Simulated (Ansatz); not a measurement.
**SiC: geometry relaxation (part 1 of 2)**

- system: SiC (slab, 8 atoms in the cell)
- method: DFT PBEsol, scalar-relativistic, plane waves, PAW, no spin polarisation (Ansatz 0.2.0)

The structure derives from an entry of the Crystallography Open Database. The input holds or restrains some coordinates. Forces given for the steps count only the free coordinates. It belongs to a series of runs on one base structure; here: clean slab, lower half held.

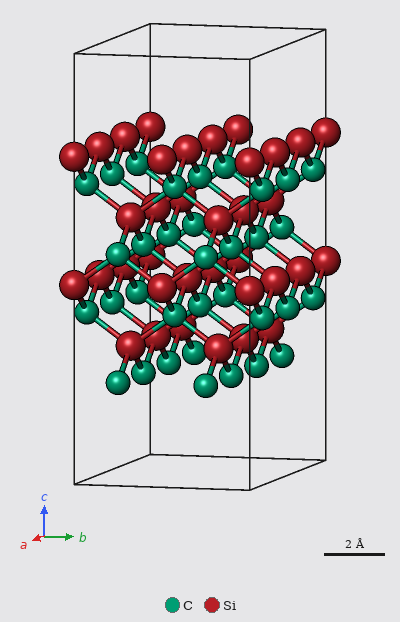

Figure 1. The starting structure (ball-and-stick view of the 3 × 2 repeat of the cell, with the vacuum cut short, seen slightly off an axis). An atom can appear more than once, as a periodic image.

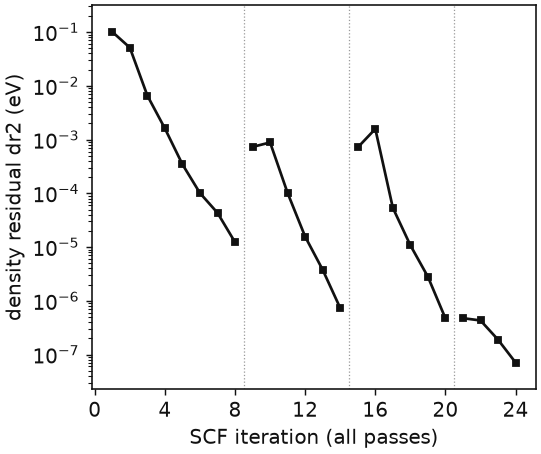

Figure 2. Convergence of the self-consistent field: density residual dr2 against the SCF iteration. The dotted lines part the SCF passes of the relaxation: geometry steps, rejected trials and re-solves on a re-selected basis. The passes take 8, 6, 6 and 4 iterations.

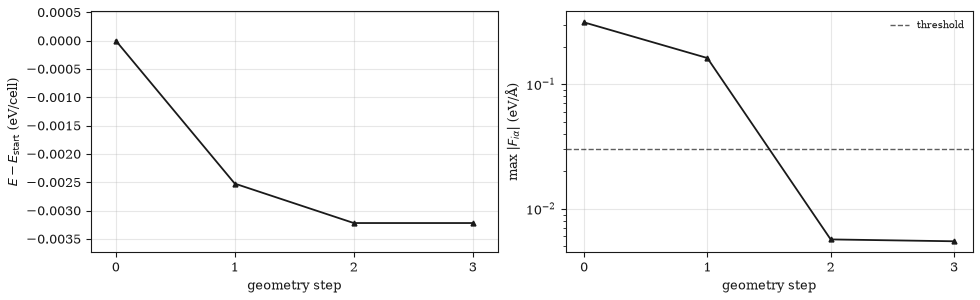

Figure 3. Progress of the restrained relaxation, step by step (the first geometry is step 0 here and step 1 in the log).

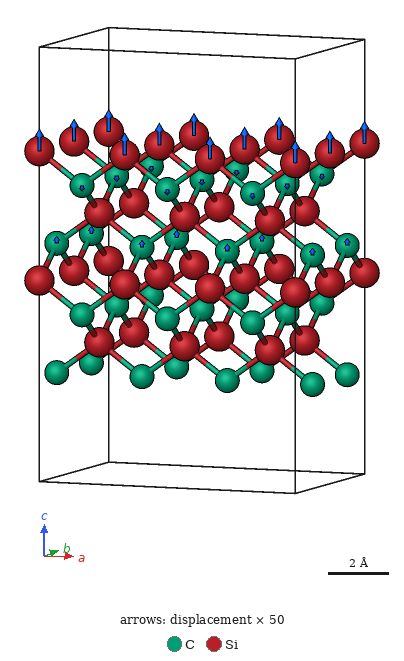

Figure 4. The starting structure with the displacements as blue arrows, magnified 50 times (ball-and-stick view of the 3 × 2 repeat of the cell, with the vacuum cut short, seen slightly off an axis). The energy falls by 3.2 meV per cell of the calculation in 3 geometry steps. The largest force component goes from 0.31 to 0.0055 eV/Å. The atom that moves furthest is Si8 (0.015 Å). Largest moves by element: Si 0.015 Å, C 0.005 Å. The cell doesn't change. Distances before and after: C7–Si8 1.886 → 1.898 Å. (Atoms are counted from 1 in the order of the input.)

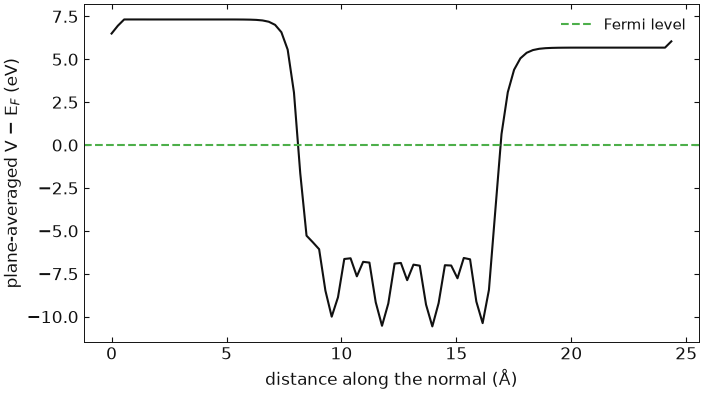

Figure 5. Plane average of the electrostatic potential energy of an electron across the cell, from the Fermi level. The vacuum level lies 5.68 eV above the Fermi level on the upper side and 7.32 eV on the lower.

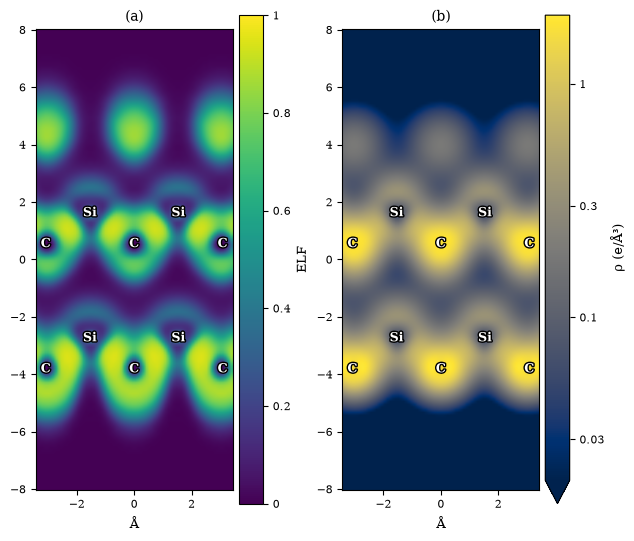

Figure 6. (a) ELF; (b) valence electron density on the (010) plane of the calculation cell, a cut from vacuum to vacuum. Atoms in the plane: C and Si. The density dies away to nearly zero in the vacuum. The fields are those of the smooth PAW valence density.

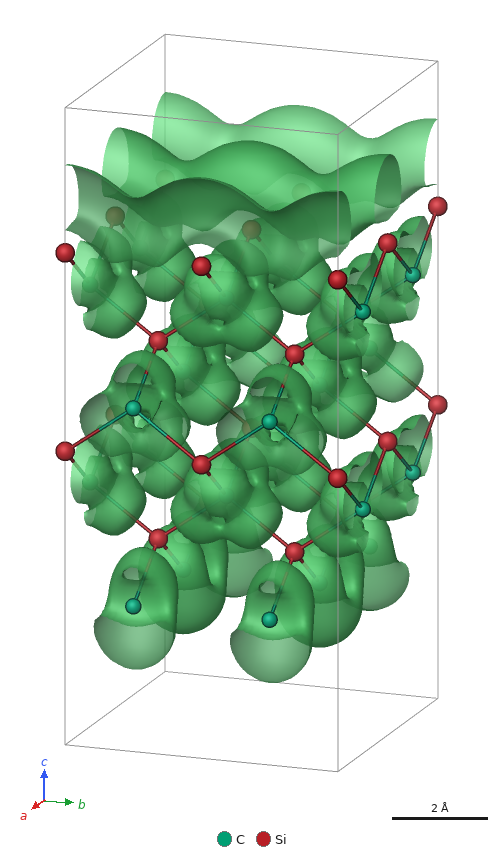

Figure 7. Isosurface of the electron localisation function at 0.7 (green), seen slightly off an axis. Only the valence region is drawn (cores and ρ < 0.01 e/Å³ removed). Sticks mark near contacts. Values along the shortest contacts: Si–C (1.88 Å): the ELF peaks at about 0.90 between the atoms, which marks a shared electron pair.

The input that produced these results follows, with the program's output.

## Input file
```yaml
crystal:
  lattice:
    - [3.0806203182, 0.0, 0.0]
    - [0.0, 3.0806203182, 0.0]
    - [0.0, 0.0, 24.6241463104]
  atoms:
    - { symbol: C, position: [0.0, 0.5, 0.3451896319] }
    - { symbol: Si, position: [0.5, 0.5, 0.3894211656] }
    - { symbol: C, position: [0.5, 0.0, 0.4336526994] }
    - { symbol: Si, position: [0.0, 0.0, 0.4778842331] }
    - { symbol: C, position: [0.0, 0.5, 0.5221157669] }
    - { symbol: Si, position: [0.5, 0.5, 0.5663473006] }
    - { symbol: C, position: [0.5, 0.0, 0.6105788344] }
    - { symbol: Si, position: [0.0, 0.0, 0.6548103681] }
basis:
  ecutwfc: 420
kpoints:
  mp_grid: { grid: [9, 9, 1] }
hamiltonian:
  xc: pbesol
scf:
  occupations: { method: gaussian, width: 0.05 }
output:
  forces: true
  eigenvalues: true
  write_density: true
  write_potential: true
  elf: true
  volumetric_format: npy
relax:
  adjacent_minimum: "off"
  f_tol: 0.03
  max_steps: 70
  constraints: [{ sites: [0, 1, 2, 3] }]
efield:
  axis: 3
  dipole_correction: true
  ramp_width: 0.04
```

Command:
```bash
ansatz run input.yaml --threads 2 --pin off --max-ram 5120MiB --backend cpu --events-out ev --progress --plain --runs-dir out
```

## The program's output
```
Engine: ansatz 0.2.0, x86_64-unknown-linux-gnu
Pseudopotentials: kind: paw
Pseudopotential: C, paw, valence charge 4, recommended cutoff 420 eV (normal), C.paw.azcp
Pseudopotential: Si, paw, valence charge 4, recommended cutoff 420 eV (normal), Si.paw.azcp
Functional definition: PBEsol
  exchange = pbesol_x
  correlation = pbesol_c
Crystal: 8 atoms, lattice volume = 233.689 Å³
Basis set: ecut = 420 eV, 4587 PW (Γ), exchange–correlation on 48×48×360 points (8 copies of the dense FFT grid, shifted against one another)
Bands: 24, of which v1, the nominal top of the filled ones, is band 16 counted from 1 (15 counted from 0)
Symmetry: 4 space group operations
Space group: Pmm2 (ITA 25), of the structure as read, at distance tolerance 6.2e-5 Å
k-points: 25 of 81
Non-local potential: C, projectors of the file, l = 0: 2, l = 1: 2, l = 2: 1
Non-local potential: Si, projectors of the file, l = 0: 2, l = 1: 2, l = 2: 2
PAW form: soft (Blöchl's): semilocal exchange-correlation on the pseudo side does not see the compensation charge
PAW frozen core: C, regenerated for the run's functional, and the local potential with it (the file was generated under x = pbe(κ = 0.804, μ = 0.2195149727645171), c = pbe(β = 0.06672455060314922))
PAW frozen core: Si, regenerated for the run's functional, and the local potential with it (the file was generated under x = pbe(κ = 0.804, μ = 0.2195149727645171), c = pbe(β = 0.06672455060314922))
PAW one-centre angular grid: C, 110 points (default); XC on 64 Gauss nodes
PAW one-centre angular grid: Si, 110 points (default); XC on 64 Gauss nodes
Initial density: superposition of atomic densities (neutral atoms: chi_scale 0, normalization atom), corrected by the library's trained network
Initial wavefunctions: pseudopotential atomic-orbital guess
Functional: x = pbesol(κ = 0.804, μ = 0.12345679012345678), c = pbesol(β = 0.046)
SCF iter   1: F=—  HF=-3468.452269 eV  |F-HF|=—  |Δ(HF+E_count)|=         —  Δρ=5.78e-3  dr2=1.01e-1  ethr=1.77e-3  p=0.086 e·Å  D=6.68e-2 V/Å  ΔV_dip=-1.64 eV  dr2_dipole=5.06e-6  V_vac-E_F(+/−)=5.62/7.26 eV  ⟨swp⟩=9.7  Hψ=4501  notcnv=0  defer=20
efield: sawtooth ramp at fractional position 0.9800 (placed from the atoms, in the widest stretch of the axis that holds none; the zero of the levels goes with the place), width 0.0400; the density the first Hamiltonian is built on has a dipole p = 0.086 e·Å; the dipole correction subtracts the counter field D = 6.68e-2 V/Å, which shifts the + side's vacuum level by -1.64 eV against the − side's; the planar-averaged density in the ramp window peaks in size at 2.9e-5 e/Å³
preconditioner: auto → LDOS  [metal: Δε(μ)=0.008 eV  Ē_g=10.306 eV  σ=0.050 eV  W_gap=0.09  n_scr=14 (ndim 8)  ℏωp=13.7 eV  f_vac=0.544  D(μ)=2.75/eV (n_scr^D=10)  β→1.0]
SCF iter   2: F=—  HF=-3468.437151 eV  |F-HF|=—  |Δ(HF+E_count)|=   1.51e-2  Δρ=4.04e-3  dr2=5.14e-2  ethr=3.14e-4  p=0.079 e·Å  D=6.08e-2 V/Å  ΔV_dip=-1.50 eV  dr2_dipole=1.93e-3  V_vac-E_F(+/−)=5.71/7.20 eV  ⟨swp⟩=3.2  Hψ=1408  notcnv=0  defer=65
SCF iter   3: F=—  HF=-3468.426060 eV  |F-HF|=—  |Δ(HF+E_count)|=   1.11e-2  Δρ=1.47e-3  dr2=6.58e-3  ethr=1.60e-4  p=0.081 e·Å  D=6.30e-2 V/Å  ΔV_dip=-1.55 eV  dr2_dipole=7.72e-5  V_vac-E_F(+/−)=5.68/7.23 eV  ⟨swp⟩=2.4  Hψ=1083  notcnv=0  defer=65
SCF iter   4: F=—  HF=-3468.425208 eV  |F-HF|=—  |Δ(HF+E_count)|=   8.52e-4  Δρ=7.30e-4  dr2=1.61e-3  ethr=2.06e-5  p=0.083 e·Å  D=6.41e-2 V/Å  ΔV_dip=-1.58 eV  dr2_dipole=8.23e-5  V_vac-E_F(+/−)=5.69/7.27 eV  ⟨swp⟩=2.4  Hψ=1083  notcnv=0  defer=65
SCF iter   5: F=—  HF=-3468.425217 eV  |F-HF|=—  |Δ(HF+E_count)|=   8.77e-6  Δρ=3.23e-4  dr2=3.46e-4  ethr=5.04e-6  p=0.085 e·Å  D=6.56e-2 V/Å  ΔV_dip=-1.62 eV  dr2_dipole=3.68e-5  V_vac-E_F(+/−)=5.69/7.30 eV  ⟨swp⟩=2.9  Hψ=929  notcnv=0  defer=65
SCF iter   6: F=—  HF=-3468.425221 eV  |F-HF|=—  |Δ(HF+E_count)|=   4.11e-6  Δρ=1.23e-4  dr2=1.01e-4  ethr=1.08e-6  p=0.085 e·Å  D=6.59e-2 V/Å  ΔV_dip=-1.62 eV  dr2_dipole=1.04e-6  V_vac-E_F(+/−)=5.70/7.32 eV  ⟨swp⟩=2.6  Hψ=902  notcnv=0  defer=65
SCF iter   7: F=—  HF=-3468.425222 eV  |F-HF|=—  |Δ(HF+E_count)|=   1.33e-6  Δρ=7.79e-5  dr2=4.33e-5  ethr=3.17e-7  p=0.086 e·Å  D=6.64e-2 V/Å  ΔV_dip=-1.64 eV  dr2_dipole=1.02e-5  V_vac-E_F(+/−)=5.69/7.33 eV  ⟨swp⟩=2.4  Hψ=774  notcnv=0  defer=65
SCF iter   8: F=-3468.425211 eV  HF=-3468.425220 eV  |F-HF|=9.68e-6  |Δ(HF+E_count)|=   1.61e-6  Δρ=3.76e-5  dr2=1.23e-5  ethr=7.03e-8  p=0.086 e·Å  D=6.64e-2 V/Å  ΔV_dip=-1.64 eV  dr2_dipole=1.04e-6  V_vac-E_F(+/−)=5.70/7.33 eV  ⟨swp⟩=24.3  Hψ=7059  notcnv=0
SCF 1 converged in 8 iterations: F = -3468.425211 eV  dr2 = 1.23e-5
  Residual-converged pass: ⟨swp⟩=1.0  Hψ=701  notcnv=0  max |occ|·‖R‖ = 7.1e-9 eV (tolerance 1.0e-8 eV)  dr2=1.23e-5  dr2_onsite=4.28e-8  max |Δocc| = 2.4e-10
  greatest PAW one-centre occupation: 0.687 electrons in one spin orbital (limit 2), on the C atom at site 0 (counted from 0), in its partial waves of l = 0
relax step   1: F+E_penalty+E_count = -3468.42521070 eV  Δ(F+E_penalty+E_count) = +0.000e0 eV  max|allowed force component| = 3.132e-1 eV/Å  Δτ_max = 0.0000 Å  (8 SCF iters, dr2 threshold 2.25e-5 eV, accepted)
Initial density: handed on by an earlier stage of this run
Initial wavefunctions: those handed on with the density
iter 1 solved again at ethr=2.20e-6 eV; its pass at ethr=3.10e-3 eV (dr2=7.04e-4 eV) is discarded
SCF iter   1: F=—  HF=-3468.427910 eV  |F-HF|=—  |Δ(HF+E_count)|=         —  Δρ=3.83e-4  dr2=7.31e-4  ethr=2.20e-6  p=0.086 e·Å  D=6.64e-2 V/Å  ΔV_dip=-1.64 eV  dr2_dipole=2.62e-5  V_vac-E_F(+/−)=5.70/7.33 eV  ⟨swp⟩=2.4  Hψ=2108  notcnv=0  defer=65
efield: sawtooth ramp at fractional position 0.9800 (handed on by an earlier solve), width 0.0400; the density the first Hamiltonian is built on has a dipole p = 0.086 e·Å; the dipole correction subtracts the counter field D = 6.64e-2 V/Å, which shifts the + side's vacuum level by -1.64 eV against the − side's; the planar-averaged density in the ramp window peaks in size at 3.2e-7 e/Å³
preconditioner: auto → LDOS  [metal: Δε(μ)=0.011 eV  Ē_g=10.329 eV  σ=0.050 eV  W_gap=0.13  n_scr=14 (ndim 8)  ℏωp=13.7 eV  f_vac=0.540  D(μ)=2.80/eV (n_scr^D=10)  β→1.0]
SCF iter   2: F=—  HF=-3468.427951 eV  |F-HF|=—  |Δ(HF+E_count)|=   4.04e-5  Δρ=3.11e-4  dr2=8.84e-4  ethr=2.20e-6  p=0.087 e·Å  D=6.75e-2 V/Å  ΔV_dip=-1.66 eV  dr2_dipole=9.66e-5  V_vac-E_F(+/−)=5.67/7.33 eV  ⟨swp⟩=2.4  Hψ=992  notcnv=0  defer=65
SCF iter   3: F=—  HF=-3468.427751 eV  |F-HF|=—  |Δ(HF+E_count)|=   2.00e-4  Δρ=7.62e-5  dr2=1.01e-4  ethr=2.20e-6  p=0.085 e·Å  D=6.61e-2 V/Å  ΔV_dip=-1.63 eV  dr2_dipole=6.58e-6  V_vac-E_F(+/−)=5.70/7.33 eV  ⟨swp⟩=2.0  Hψ=817  notcnv=0  defer=65
SCF iter   4: F=—  HF=-3468.427737 eV  |F-HF|=—  |Δ(HF+E_count)|=   1.38e-5  Δρ=4.31e-5  dr2=1.56e-5  ethr=3.14e-7  p=0.086 e·Å  D=6.66e-2 V/Å  ΔV_dip=-1.64 eV  dr2_dipole=6.90e-6  V_vac-E_F(+/−)=5.69/7.33 eV  ⟨swp⟩=2.4  Hψ=839  notcnv=0  defer=65
iter 5 did not close the SCF: its close was put off until two iterations running show no level that it waits for move by more than its bar (scf_convergence_deferred on its scf_iter line)
SCF iter   5: F=-3468.427731 eV  HF=-3468.427735 eV  |F-HF|=4.09e-6  |Δ(HF+E_count)|=   1.55e-6  Δρ=1.81e-5  dr2=3.77e-6  ethr=1.92e-8  p=0.086 e·Å  D=6.65e-2 V/Å  ΔV_dip=-1.64 eV  dr2_dipole=1.39e-6  V_vac-E_F(+/−)=5.69/7.33 eV  ⟨swp⟩=21.0  Hψ=6474  notcnv=0
SCF iter   6: F=-3468.427735 eV  HF=-3468.427736 eV  |F-HF|=4.71e-7  |Δ(HF+E_count)|=   1.52e-7  Δρ=1.03e-5  dr2=7.32e-7  ethr=1.18e-8  p=0.086 e·Å  D=6.64e-2 V/Å  ΔV_dip=-1.64 eV  dr2_dipole=1.15e-7  V_vac-E_F(+/−)=5.69/7.32 eV  ⟨swp⟩=13.1  Hψ=5201  notcnv=0
SCF 2 converged in 6 iterations: F = -3468.427735 eV  dr2 = 7.32e-7
```
